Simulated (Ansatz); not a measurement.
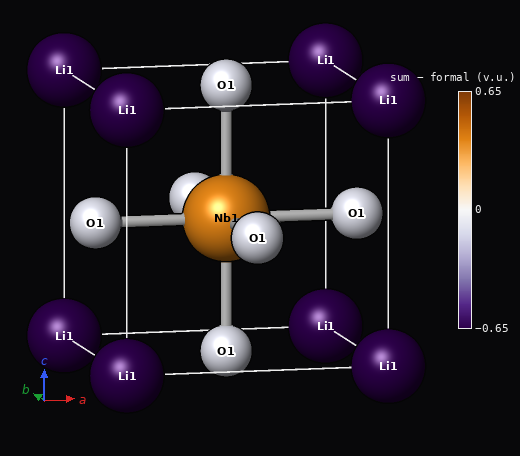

Atoms of LiNbO₃ (Pm-3m) coloured by their computed bond-valence sum less the size of their formal valence (view slightly off an axis).

Bond valence s = exp((R0 − d)/b), R0 fitted to published crystal structures with b = 0.37 Å, summed over all anions within 5 Å; R0 in Å: Li+–O 1.449; Nb5+–O 1.908.

The cell is taken from the end point of a relaxation with DFT, LDA, plane waves, PAW in Ansatz; the starting structure was generated, so it need not be a known form of this composition.

```
Li Nb O
1.0
     3.90031    0.00000    0.00000
     0.00000    3.90031    0.00000
     0.00000    0.00000    3.90031
Li Nb O
1 1 3
Direct
  0.00000 0.00000 0.00000
  0.50000 0.50000 0.50000
  0.50000 0.50000 0.00000
  0.50000 0.00000 0.50000
  0.00000 0.50000 0.50000
```

Site labels: Li1 at 0.000, 0.000, 0.000; Nb1 at 0.500, 0.500, 0.500; O1 at 0.500, 0.500, 0.000.

Question: Which site departs most from its formal valence?

Answer: Li1, whose sum is 0.35 against 1: by this sum it is underbonded.

Question: Give the sums of all sites.

Answer:
| site | x, y, z | formal valence | bond-valence sum | difference |
| --- | --- | --- | --- | --- |
| Li1 | 0.000, 0.000, 0.000 | +1 | 0.35 | -0.65 |
| Nb1 | 0.500, 0.500, 0.500 | +5 | 5.39 | 0.39 |
| O1 | 0.500, 0.500, 0.000 | −2 | 1.91 | -0.09 |

Question: Is the structure strained by this measure?

Answer: The global instability index (root mean square of the differences over all atoms) is 0.34 v.u.: above 0.2, which by the usual rule of thumb marks a strained structure. Cells relaxed with LDA tend to have short bonds, which raises the sums.
